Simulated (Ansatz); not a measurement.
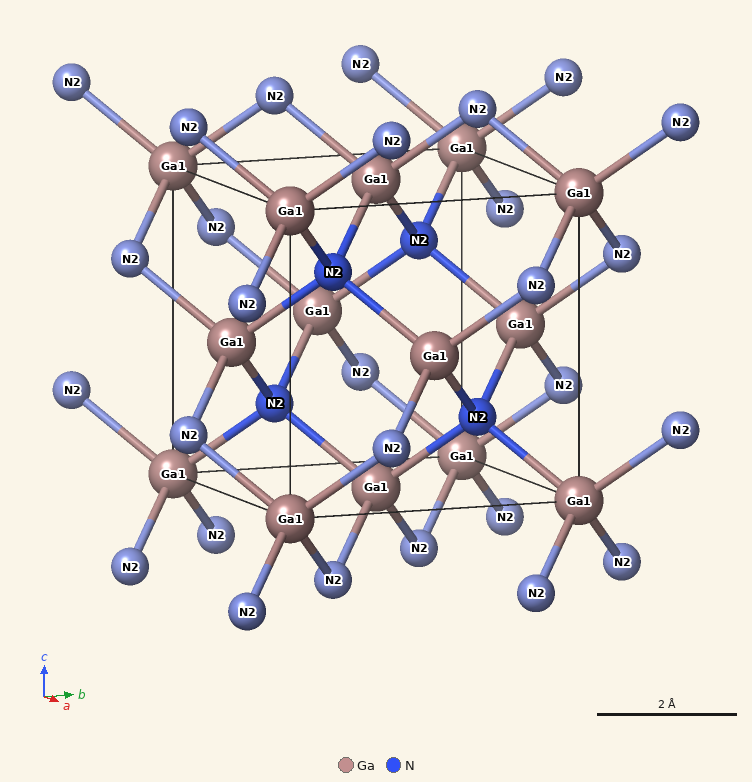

*The starting structure (ball-and-stick view of the cell 4 times as large as that of the calculation, set on its symmetry axes, seen slightly off an axis; neighbours outside the cell are drawn fainter; atoms are numbered from 1 in the order of the input).*

**Geometry relaxation of GaN (part 1 of 2)**

GaN (F-43m, 2 atoms in the cell), computed with DFT PBE, scalar-relativistic, plane waves, PAW, no spin polarisation (Ansatz 0.2.0).

The structure derives from a Materials Project entry. Figures and captions count atoms from 1; the log counts them from 0 in places.

## The program's output
```
Engine: ansatz 0.2.0, x86_64-unknown-linux-gnu
Pseudopotentials: kind: paw
Pseudopotential: Ga, paw, valence charge 13, recommended cutoff 420 eV (normal), Ga.paw.azcp
Pseudopotential: N, paw, valence charge 5, recommended cutoff 420 eV (normal), N.paw.azcp
Functional definition: PBE
  parameter kappa = 0.804
  parameter beta = 0.06672455060314922
  exchange = pbe_x(kappa = kappa, mu = beta*pi^2/3)
  correlation = pbe_c(beta = beta)
Crystal: 2 atoms, lattice volume = 22.888 Å³
Basis set: ecut = 420 eV, 459 PW (Γ), exchange–correlation on 48×48×48 points (8 copies of the dense FFT grid, shifted against one another)
Bands: 13, of which v1, the nominal top of the filled ones, is band 9 counted from 1 (8 counted from 0)
Symmetry: 24 space group operations
Space group: F-43m (ITA 216), of the structure as read, at distance tolerance 2.8e-5 Å
k-points: 47 of 1000 (time reversal used)
Non-local potential: Ga, projectors of the file, l = 0: 2, l = 1: 2, l = 2: 3, l = 3: 1
Non-local potential: N, projectors of the file, l = 0: 2, l = 1: 2, l = 2: 1
PAW form: soft (Blöchl's): semilocal exchange-correlation on the pseudo side does not see the compensation charge
PAW one-centre angular grid: Ga, 590 points (default); XC on 64 Gauss nodes
PAW one-centre angular grid: N, 110 points (default); XC on 64 Gauss nodes
Initial density: superposition of atomic densities (neutral atoms: chi_scale 0, normalization atom), corrected by the library's trained network
Initial wavefunctions: pseudopotential atomic-orbital guess
Functional: x = pbe(κ = 0.804, μ = 0.2195149727645171), c = pbe(β = 0.06672455060314922)
SCF iter   1: F=—  HF=-4167.897806 eV  |F-HF|=—  |Δ(HF+E_count)|=         —  Δρ=6.27e-4  dr2=3.04e-5  ethr=1.77e-3  ⟨swp⟩=5.0  Hψ=3276  notcnv=0
preconditioner: auto → none  [insulator: Δε(μ)=1.714 eV  Ē_g=18.752 eV  σ=0.020 eV  W_gap=1.00  n_scr=8 (ndim 8)  ℏωp=32.9 eV  f_vac=0.001  D(μ)=0.00/eV (n_scr^D=0)  ε∞_Penn≈4.1]
SCF iter   2: F=—  HF=-4167.898092 eV  |F-HF|=—  |Δ(HF+E_count)|=   2.87e-4  Δρ=3.42e-4  dr2=9.50e-6  ethr=1.69e-7  ⟨swp⟩=2.7  Hψ=1484  notcnv=0
SCF iter   3: F=—  HF=-4167.898135 eV  |F-HF|=—  |Δ(HF+E_count)|=   4.27e-5  Δρ=1.24e-4  dr2=1.23e-6  ethr=5.28e-8  ⟨swp⟩=2.0  Hψ=1003  notcnv=0
SCF iter   4: F=—  HF=-4167.898142 eV  |F-HF|=—  |Δ(HF+E_count)|=   6.90e-6  Δρ=2.36e-5  dr2=9.65e-8  ethr=6.86e-9  ⟨swp⟩=2.0  Hψ=1034  notcnv=0
iter 5 did not close the SCF: its close was put off for the readings that it lacked (scf_convergence_deferred on its scf_iter line)
SCF iter   5: F=-4167.898142 eV  HF=-4167.898142 eV  |F-HF|=6.87e-9  |Δ(HF+E_count)|=   1.82e-8  Δρ=1.03e-5  dr2=9.17e-9  ethr=5.36e-10  ⟨swp⟩=2.0  Hψ=1034  notcnv=0
SCF iter   6: F=-4167.898142 eV  HF=-4167.898142 eV  |F-HF|=7.55e-11  |Δ(HF+E_count)|=   9.44e-9  Δρ=1.70e-6  dr2=2.54e-10  ethr=5.09e-11  ⟨swp⟩=1.4  Hψ=1910  notcnv=0
SCF 1 converged in 6 iterations: F = -4167.898142 eV  dr2 = 2.54e-10
  greatest PAW one-centre occupation: 0.995 electrons in one spin orbital (limit 2), on the Ga atom at site 0 (counted from 0), in its partial waves of l = 2
relax step   1: F+E_penalty+E_count = -4167.89814212 eV  Δ(F+E_penalty+E_count) = +0.000e0 eV  max|allowed force component| = 2.035e-16 eV/Å  Δτ_max = 0.0000 Å  P = +5.027 GPa  Ω = 22.888 Å³  (6 SCF iters, dr2 threshold 1.00e-7 eV, accepted)
Crystal: 2 atoms, lattice volume = 23.253 Å³
Initial density: handed on by an earlier stage of this run
Initial wavefunctions: those handed on with the density
iter 1 solved again at ethr=1.38e-5 eV; its pass at ethr=3.10e-3 eV (dr2=2.48e-3 eV) is discarded
SCF iter   1: F=—  HF=-4167.905549 eV  |F-HF|=—  |Δ(HF+E_count)|=         —  Δρ=3.05e-3  dr2=2.45e-3  ethr=1.38e-5  ⟨swp⟩=2.0  Hψ=3730  notcnv=0
preconditioner: auto → none  [insulator: Δε(μ)=1.594 eV  Ē_g=18.631 eV  σ=0.020 eV  W_gap=1.00  n_scr=8 (ndim 8)  ℏωp=32.7 eV  f_vac=0.003  D(μ)=0.00/eV (n_scr^D=0)  ε∞_Penn≈4.1]
SCF iter   2: F=—  HF=-4167.904994 eV  |F-HF|=—  |Δ(HF+E_count)|=   5.55e-4  Δρ=1.07e-3  dr2=3.44e-4  ethr=1.36e-5  ⟨swp⟩=2.5  Hψ=919  notcnv=0
SCF iter   3: F=—  HF=-4167.904930 eV  |F-HF|=—  |Δ(HF+E_count)|=   6.41e-5  Δρ=2.30e-4  dr2=6.51e-6  ethr=1.91e-6  ⟨swp⟩=2.4  Hψ=860  notcnv=0
SCF iter   4: F=—  HF=-4167.904927 eV  |F-HF|=—  |Δ(HF+E_count)|=   2.68e-6  Δρ=8.88e-5  dr2=9.31e-7  ethr=3.62e-8  ⟨swp⟩=2.1  Hψ=998  notcnv=0
iter 5 did not close the SCF: its close was put off for the readings that it lacked (scf_convergence_deferred on its scf_iter line)
SCF iter   5: F=-4167.904928 eV  HF=-4167.904928 eV  |F-HF|=1.33e-9  |Δ(HF+E_count)|=   4.80e-7  Δρ=1.08e-5  dr2=1.67e-8  ethr=5.17e-9  ⟨swp⟩=2.8  Hψ=1026  notcnv=0
SCF iter   6: F=-4167.904928 eV  HF=-4167.904928 eV  |F-HF|=2.21e-10  |Δ(HF+E_count)|=   1.27e-8  Δρ=9.66e-7  dr2=1.18e-10  ethr=9.27e-11  ⟨swp⟩=1.3  Hψ=1886  notcnv=0
SCF 2 converged in 6 iterations: F = -4167.904928 eV  dr2 = 1.18e-10
relax step   2: F+E_penalty+E_count = -4167.90492783 eV  Δ(F+E_penalty+E_count) = -6.786e-3 eV  max|allowed force component| = 1.180e-16 eV/Å  Δτ_max = 0.0000 Å  P = +1.985 GPa  Ω = 23.253 Å³  energy of the carried Pulay correction = -1.162e-3 eV  (6 SCF iters, dr2 threshold 2.00e-7 eV, accepted)
Crystal: 2 atoms, lattice volume = 23.498 Å³
iter 1 solved again at ethr=5.87e-6 eV; its pass at ethr=3.10e-3 eV (dr2=1.06e-3 eV) is discarded
SCF iter   1: F=—  HF=-4167.905986 eV  |F-HF|=—  |Δ(HF+E_count)|=         —  Δρ=1.98e-3  dr2=1.04e-3  ethr=5.87e-6  ⟨swp⟩=2.0  Hψ=3760  notcnv=0
preconditioner: auto → none  [insulator: Δε(μ)=1.534 eV  Ē_g=18.553 eV  σ=0.020 eV  W_gap=1.00  n_scr=8 (ndim 8)  ℏωp=32.5 eV  f_vac=0.003  D(μ)=0.00/eV (n_scr^D=0)  ε∞_Penn≈4.1]
SCF iter   2: F=—  HF=-4167.905751 eV  |F-HF|=—  |Δ(HF+E_count)|=   2.36e-4  Δρ=6.97e-4  dr2=1.48e-4  ethr=5.80e-6  ⟨swp⟩=1.8  Hψ=777  notcnv=0
SCF iter   3: F=—  HF=-4167.905726 eV  |F-HF|=—  |Δ(HF+E_count)|=   2.46e-5  Δρ=1.53e-4  dr2=2.89e-6  ethr=8.25e-7  ⟨swp⟩=2.4  Hψ=871  notcnv=0
SCF iter   4: F=—  HF=-4167.905724 eV  |F-HF|=—  |Δ(HF+E_count)|=   2.12e-6  Δρ=5.91e-5  dr2=4.11e-7  ethr=1.60e-8  ⟨swp⟩=2.1  Hψ=1003  notcnv=0
iter 5 did not close the SCF: its close was put off for the readings that it lacked (scf_convergence_deferred on its scf_iter line)
SCF iter   5: F=-4167.905724 eV  HF=-4167.905724 eV  |F-HF|=1.56e-10  |Δ(HF+E_count)|=   2.43e-7  Δρ=6.46e-6  dr2=6.47e-9  ethr=2.28e-9  ⟨swp⟩=2.7  Hψ=977  notcnv=0
SCF iter   6: F=-4167.905724 eV  HF=-4167.905724 eV  |F-HF|=9.91e-11  |Δ(HF+E_count)|=   5.41e-9  Δρ=6.40e-7  dr2=5.17e-11  ethr=3.60e-11  ⟨swp⟩=1.0  Hψ=1835  notcnv=0
SCF 3 converged in 6 iterations: F = -4167.905724 eV  dr2 = 5.17e-11
relax step   3: F+E_penalty+E_count = -4167.90572415 eV  Δ(F+E_penalty+E_count) = -7.963e-4 eV  max|allowed force component| = 9.252e-17 eV/Å  Δτ_max = 0.0000 Å  P = +0.080 GPa  Ω = 23.498 Å³  energy of the carried Pulay correction = -1.930e-3 eV  (6 SCF iters, dr2 threshold 2.00e-7 eV, accepted)
Crystal: 2 atoms, lattice volume = 23.508 Å³
iter 1 solved again at ethr=1.03e-8 eV; its pass at ethr=3.10e-3 eV (dr2=1.85e-6 eV) is discarded
SCF iter   1: F=—  HF=-4167.905692 eV  |F-HF|=—  |Δ(HF+E_count)|=         —  Δρ=8.32e-5  dr2=1.85e-6  ethr=1.03e-8  ⟨swp⟩=2.1  Hψ=3595  notcnv=0
preconditioner: auto → none  [insulator: Δε(μ)=1.545 eV  Ē_g=18.553 eV  σ=0.020 eV  W_gap=1.00  n_scr=8 (ndim 8)  ℏωp=32.5 eV  f_vac=0.002  D(μ)=0.00/eV (n_scr^D=0)  ε∞_Penn≈4.1]
SCF iter   2: F=—  HF=-4167.905694 eV  |F-HF|=—  |Δ(HF+E_count)|=   2.08e-6  Δρ=2.93e-5  dr2=2.63e-7  ethr=1.03e-8  ⟨swp⟩=1.8  Hψ=779  notcnv=0
iter 3 did not close the SCF: its close was put off for the readings that it lacked (scf_convergence_deferred on its scf_iter line)
SCF iter   3: F=-4167.905694 eV  HF=-4167.905694 eV  |F-HF|=9.77e-9  |Δ(HF+E_count)|=   4.68e-8  Δρ=6.32e-6  dr2=4.89e-9  ethr=1.46e-9  ⟨swp⟩=2.3  Hψ=864  notcnv=0
iter 4 did not close the SCF: its close was put off for the readings that it lacked (scf_convergence_deferred on its scf_iter line)
SCF iter   4: F=-4167.905694 eV  HF=-4167.905694 eV  |F-HF|=2.89e-10  |Δ(HF+E_count)|=   3.28e-9  Δρ=2.52e-6  dr2=7.41e-10  ethr=2.72e-11  ⟨swp⟩=2.1  Hψ=1009  notcnv=0
iter 5 did not close the SCF: its close was put off for the readings that it lacked (scf_convergence_deferred on its scf_iter line)
SCF iter   5: F=-4167.905694 eV  HF=-4167.905694 eV  |F-HF|=1.82e-12  |Δ(HF+E_count)|=  4.31e-10  Δρ=2.76e-7  dr2=1.32e-11  ethr=4.12e-12  ⟨swp⟩=2.9  Hψ=1052  notcnv=0
SCF iter   6: F=-4167.905694 eV  HF=-4167.905694 eV  |F-HF|=0.00e0  |Δ(HF+E_count)|=  9.09e-12  Δρ=2.81e-8  dr2=1.11e-13  ethr=1.00e-12  ⟨swp⟩=1.9  Hψ=1555  notcnv=0
SCF 4 converged in 6 iterations: F = -4167.905694 eV  dr2 = 1.11e-13
relax step   4: F+E_penalty+E_count = -4167.90569422 eV  Δ(F+E_penalty+E_count) = +2.993e-5 eV  max|allowed force component| = 7.633e-17 eV/Å  Δτ_max = 0.0000 Å  P = +0.001 GPa  Ω = 23.508 Å³  energy of the carried Pulay correction = -1.963e-3 eV  (6 SCF iters, dr2 threshold 1.61e-8 eV, accepted)
Initial wavefunctions: pseudopotential atomic-orbital guess (no wavefunctions were taken with the density)
iter 1 solved again at ethr=4.62e-8 eV; its pass at ethr=3.10e-3 eV (dr2=8.31e-6 eV) is discarded
SCF iter   1: F=—  HF=-4167.906601 eV  |F-HF|=—  |Δ(HF+E_count)|=         —  Δρ=7.45e-4  dr2=4.12e-6  ethr=4.62e-8  ⟨swp⟩=3.0  Hψ=4905  notcnv=0
preconditioner: auto → none  [insulator: Δε(μ)=1.547 eV  Ē_g=18.553 eV  σ=0.020 eV  W_gap=1.00  n_scr=8 (ndim 8)  ℏωp=32.5 eV  f_vac=0.002  D(μ)=0.00/eV (n_scr^D=0)  ε∞_Penn≈4.1]
SCF iter   2: F=—  HF=-4167.907626 eV  |F-HF|=—  |Δ(HF+E_count)|=   1.02e-3  Δρ=3.72e-4  dr2=9.03e-7  ethr=2.29e-8  ⟨swp⟩=2.7  Hψ=1006  notcnv=0
SCF iter   3: F=—  HF=-4167.907962 eV  |F-HF|=—  |Δ(HF+E_count)|=   3.36e-4  Δρ=4.97e-5  dr2=2.60e-8  ethr=5.02e-9  ⟨swp⟩=2.6  Hψ=1016  notcnv=0
SCF iter   4: F=—  HF=-4167.907967 eV  |F-HF|=—  |Δ(HF+E_count)|=   5.87e-6  Δρ=7.50e-6  dr2=4.79e-9  ethr=1.44e-10  ⟨swp⟩=2.0  Hψ=1034  notcnv=0
SCF iter   5: F=—  HF=-4167.907967 eV  |F-HF|=—  |Δ(HF+E_count)|=   2.50e-8  Δρ=1.17e-6  dr2=1.30e-10  ethr=2.66e-11  ⟨swp⟩=2.3  Hψ=983  notcnv=0
SCF iter   6: F=-4167.907967 eV  HF=-4167.907967 eV  |F-HF|=9.09e-13  |Δ(HF+E_count)|=  2.18e-11  Δρ=9.44e-8  dr2=1.08e-12  ethr=1.00e-12  ⟨swp⟩=5.0  Hψ=2488  notcnv=0
SCF 5 converged in 6 iterations: F = -4167.907967 eV  dr2 = 1.08e-12
relax step   5: F+E_penalty+E_count = -4167.90796742 eV  Δ(F+E_penalty+E_count) = -2.273e-3 eV  max|allowed force component| = 7.864e-17 eV/Å  Δτ_max = 0.0000 Å  P = +0.130 GPa  Ω = 23.508 Å³  stress off target by 1.30e-1 GPa  SCF on the basis re-selected at this cell (its energy is not comparable with the rows above)  (6 SCF iters)
basis re-selected at this cell: Δ(F+E_penalty+E_count) = -2.273e-3 eV, ΔP = +0.128 GPa vs the last step (what re-selecting the basis moved, of the pressure what is left beyond the Pulay correction that the steps carried, after the strain that the cell walked since its last selection, with what the two solves' SCF thresholds leave and, on support functions, any second-order correction that the steps lacked; it is no measure of the basis error at this ecutwfc). This SCF's stress stands 1.30e-1 GPa from its target on what of the cell is left free (relax.cell.stress_tol is 5.00e-2 GPa) and its largest allowed force component is 7.86e-17 eV/Å (relax.f_tol is 5.00e-3 eV/Å): not within both, so this SCF does not close the relaxation
Crystal: 2 atoms, lattice volume = 23.525 Å³
iter 1 solved again at ethr=2.78e-8 eV; its pass at ethr=3.10e-3 eV (dr2=5.00e-6 eV) is discarded
```
